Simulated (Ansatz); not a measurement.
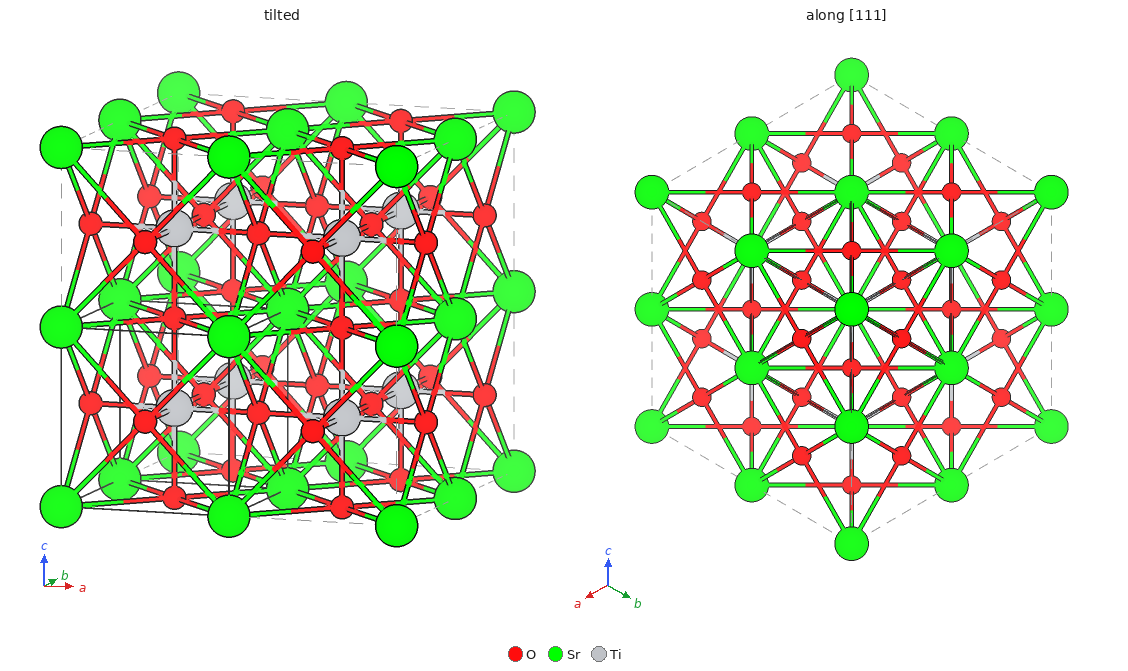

Drawn in the ball-and-stick manner and seen slightly off an axis and along [111]. The picture spans 2×2×2 cells, one unit cell being drawn with solid lines.

- It has the composition SrTiO₃.
- Strictly the space group is P4/mmm (No. 123, within 0.01 Å). It is a distorted form of a primitive cubic structure, space group Pm-3m (No. 221) within 0.25 Å: cubic perovskite.
- The cell has 5 atoms, namely 1 Sr, 1 Ti, 3 O.
- Each O atom is coordinated by four Sr and two Ti in a distorted octahedral arrangement. Each Sr atom is coordinated by twelve O in a cuboctahedral arrangement. Each Ti has six O in an octahedral arrangement.
- The bonds build a three-dimensional framework.

The structure was taken from a structure listed in the Materials Project. The cell was then strained or its atoms displaced on purpose. An electronic-structure calculation with Ansatz was run on it.

At this level of theory the cell isn't at rest (compressed, at 4 GPa), so its distances can differ from those at equilibrium, the more so the softer the solid.
